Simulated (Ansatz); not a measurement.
## Single-point calculation, with input and output: Rh

- system: Rh (Fm-3m, 2 atoms in the cell)
- method: DFT, PBE, PAW with Ansatz's default frozen-core files, scalar-relativistic, no spin polarisation (Ansatz 0.2.0)

It belongs to a series of runs on one base structure; here: bulk in the slab's orientation, PAW files. Figures and captions count atoms from 1; the log counts them from 0 in places.

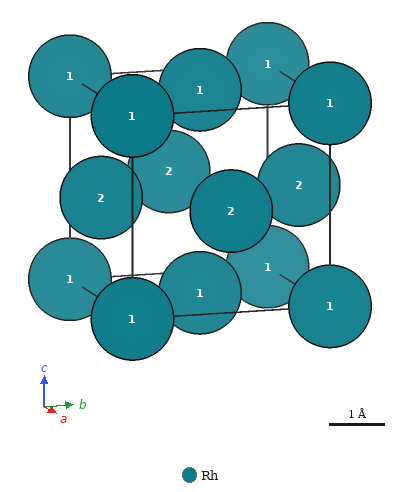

**Figure 1.** The structure (spheres-only view of the cell 2 times as large as that of the calculation, set on its symmetry axes, seen slightly off an axis; atoms are numbered from 1 in the order of the input).

### The input
```yaml
crystal:
  lattice:
    - [-1.915973489, 1.915973489, 0.0]
    - [0.0, 0.0, 3.831946978]
    - [1.915973489, 1.915973489, 0.0]
  atoms:
    - { symbol: Rh, position: [0.0, 0.0, 0.0] }
    - { symbol: Rh, position: [0.5, 0.5, 0.5] }
kpoints:
  mp_grid: { grid: [12, 9, 12] }
scf:
  occupations: { method: fermi_dirac, width: 0.1 }
hamiltonian:
  xc: pbe
  pseudopotentials: { kind: paw }
output:
  forces: true
  stress: true
  eigenvalues: true
```

Hardware: 3 threads of Intel Xeon @ 2.90GHz (Ice Lake), 12 GiB of memory available, shared host.

Launched with:
```bash
ansatz run input.yaml --threads 3 --pin off --max-ram 8192MiB --backend cpu --events-out ev --progress --plain --runs-dir out
```

### What the program printed
```
Engine: ansatz 0.2.0, x86_64-unknown-linux-gnu
Pseudopotentials: kind: paw
Pseudopotential: Rh, paw, valence charge 17, recommended cutoff 420 eV (normal), Rh.paw.azcp
Functional definition: PBE
  parameter kappa = 0.804
  parameter beta = 0.06672455060314922
  exchange = pbe_x(kappa = kappa, mu = beta*pi^2/3)
  correlation = pbe_c(beta = beta)
Crystal: 2 atoms, lattice volume = 28.134 Å³
Basis set: ecut = 420 eV, 569 PW (Γ), exchange–correlation on 40×54×40 points (8 copies of the dense FFT grid, shifted against one another)
Bands: 21, of which v1, the nominal top of the filled ones, is band 17 counted from 1 (16 counted from 0)
Symmetry: 32 space group operations
Space group: Fm-3m (ITA 225), of the structure as read, at distance tolerance 3.0e-5 Å
k-points: 140 of 1296
Non-local potential: Rh, projectors of the file, l = 0: 3, l = 1: 2, l = 2: 2, l = 3: 1
PAW form: soft (Blöchl's): semilocal exchange-correlation on the pseudo side does not see the compensation charge
PAW one-centre angular grid: Rh, 590 points (default); XC on 64 Gauss nodes
Initial density: superposition of atomic densities (neutral atoms: chi_scale 0, normalization atom), corrected by the library's trained network
Initial wavefunctions: pseudopotential atomic-orbital guess
Functional: x = pbe(κ = 0.804, μ = 0.2195149727645171), c = pbe(β = 0.06672455060314922)
SCF iter   1: F=—  HF=-12805.821076 eV  |F-HF|=—  |Δ(HF+E_count)|=         —  Δρ=2.83e-3  dr2=6.57e-4  ethr=1.77e-3  ⟨swp⟩=4.7  Hψ=11328  notcnv=0
preconditioner: auto → none  [metal: Δε(μ)=0.025 eV  Ē_g=7.359 eV  σ=0.100 eV  W_gap=0.06  n_scr=6 (ndim 8)  ℏωp=29.7 eV  f_vac=0.000  D(μ)=2.64/eV (n_scr^D=36)  sad-step TF]
SCF iter   2: F=—  HF=-12805.822636 eV  |F-HF|=—  |Δ(HF+E_count)|=   1.56e-3  Δρ=1.56e-3  dr2=1.83e-4  ethr=1.93e-6  ⟨swp⟩=2.9  Hψ=6959  notcnv=0
SCF iter   3: F=—  HF=-12805.822760 eV  |F-HF|=—  |Δ(HF+E_count)|=   1.24e-4  Δρ=3.33e-4  dr2=2.70e-5  ethr=5.38e-7  ⟨swp⟩=2.0  Hψ=4048  notcnv=0
SCF iter   4: F=—  HF=-12805.822758 eV  |F-HF|=—  |Δ(HF+E_count)|=   1.41e-6  Δρ=9.12e-5  dr2=1.02e-6  ethr=7.93e-8  ⟨swp⟩=2.0  Hψ=4110  notcnv=0
iter 5 did not close the SCF: its close was put off for the readings that it lacked (scf_convergence_deferred on its scf_iter line)
SCF iter   5: F=-12805.822757 eV  HF=-12805.822757 eV  |F-HF|=5.24e-8  |Δ(HF+E_count)|=   1.42e-6  Δρ=2.40e-5  dr2=7.86e-8  ethr=3.01e-9  ⟨swp⟩=2.0  Hψ=4159  notcnv=0
SCF iter   6: F=-12805.822757 eV  HF=-12805.822757 eV  |F-HF|=1.21e-8  |Δ(HF+E_count)|=   2.01e-8  Δρ=8.36e-6  dr2=1.65e-8  ethr=2.31e-10  ⟨swp⟩=2.4  Hψ=9908  notcnv=0
SCF 1 converged in 6 iterations: F = -12805.822757 eV  dr2 = 1.65e-8
  greatest PAW one-centre occupation: 1.000 electrons in one spin orbital (limit 2), on the Rh atom at site 1 (counted from 0), in its partial waves of l = 0
```

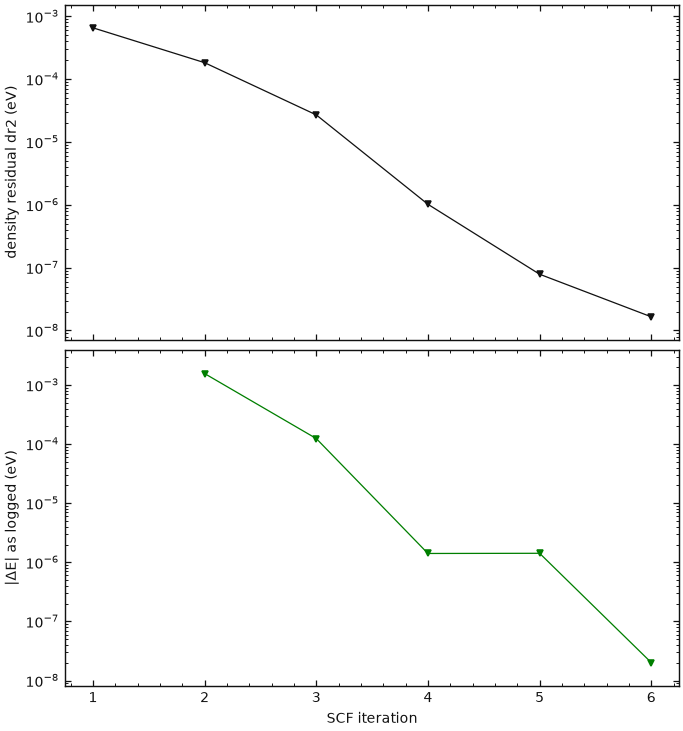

**Figure 2.** Convergence of the self-consistent field: density residual dr2 and size of the energy change against the SCF iteration. The residual falls at every step.

```
SCF converged after 6 iterations
Free energy (F): -12805.822757 eV
Harris-Foulkes:  -12805.822757 eV  (|F-HF|=1.21e-8)
Internal energy: -12805.733139 eV  (E = F + TS)
E sigma→0 (E₀):  -12805.777948 eV
Entropy (-TS):   -0.089618 eV (-44.809 meV/atom)
Fermi energy:    21.732969 eV
--- Per-component energies (eV) ---
  E_band       = -189.561326
  E_kinetic    = 1145.527906
  E_local      = -3182.535959  (includes V_loc(G=0)·N_el)
  E_nonlocal   = 709.096478
  E_hartree    = 1118.537825
  E_xc         = -443.486730
  E_vxc        = -556.715155  (∫ρ·V_xc dr)
  E_paw        = -7173.710384  (= ΣΔE_a)
  E_vpaw       = -542.020379  (= ΣTr[D̂ρ^β])
  E_aug_tail   = 0.001678  (compensation charges beyond the density's cutoff)
  E_ewald      = -4979.163952
  E_smearing   = -0.089618  (= −TS)
  E_closure    = 0.000000  (closes the sum)
  Σ components = -12805.822757   (vs F -12805.822757, Δ=0.00e0)
--- Forces (eV/Å), atoms counted from 1 ---
  atom   1  Rh     0.00000000     0.00000000     0.00000000
  atom   2  Rh    -0.00000000     0.00000000     0.00000000
  max |Σ_I F_I| component: 9.47e-30 eV/Å
--- Stress (GPa, compression-positive) ---
        0.050088       0.000000       0.000000
       -0.000000       0.050088      -0.000000
        0.000000       0.000000      -0.218686
  P = ⅓ Tr σ = -0.0395 GPa (-0.395 kbar)
--- Band table (eV; the first three rows and the last of 140) ---
  k-point 0: bands = ["-57.0683", "-56.9324", "-25.2056", "-24.8133", "-24.8133", "-24.5671", "-24.5639", "-24.5639", "13.9463", "15.6341", "15.9972", "18.7690", "18.7690", "18.7718", "20.7800", "20.7823", "22.2606", "22.6909", "22.6909", "24.9770", "33.7094"]
  k-point 1: bands = ["-57.0637", "-56.9324", "-25.1926", "-24.8335", "-24.8070", "-24.5931", "-24.5758", "-24.5661", "14.1286", "15.7553", "16.1209", "18.6798", "18.8324", "18.8607", "20.6995", "20.7858", "21.9465", "22.0857", "22.6226", "25.8935", "33.5151"]
  k-point 2: bands = ["-57.0507", "-56.9329", "-25.1551", "-24.8879", "-24.7891", "-24.6732", "-24.6016", "-24.5730", "14.6464", "16.0443", "16.5209", "18.4504", "19.0191", "19.0702", "20.4837", "20.7887", "20.8600", "21.6379", "22.4222", "27.5651", "32.1601"]
  k-point 139: bands = ["-56.9322", "-56.9322", "-25.0438", "-25.0438", "-24.9762", "-24.9762", "-24.8232", "-24.8232", "16.8417", "16.8417", "17.6443", "17.6443", "18.5343", "18.5343", "20.6511", "20.6511", "22.6966", "22.6966", "30.4424", "30.4424", "31.9140"]
```

### Key numbers

| quantity | value |
| --- | --- |
| outcome | converged |
| space group (tolerance 0.01 Å) | Fm-3m (225) |
| electrons treated | 34 |
| free energy | −12805.8228 eV |
| Fermi energy | 21.733 eV |
| pressure | −0.04 GPa |
| largest force (length of the vector) | under 0.001 eV/Å |
| wall time | 1.1 s (CPU time 2.8 s) |
| peak memory | 0.39 GiB |
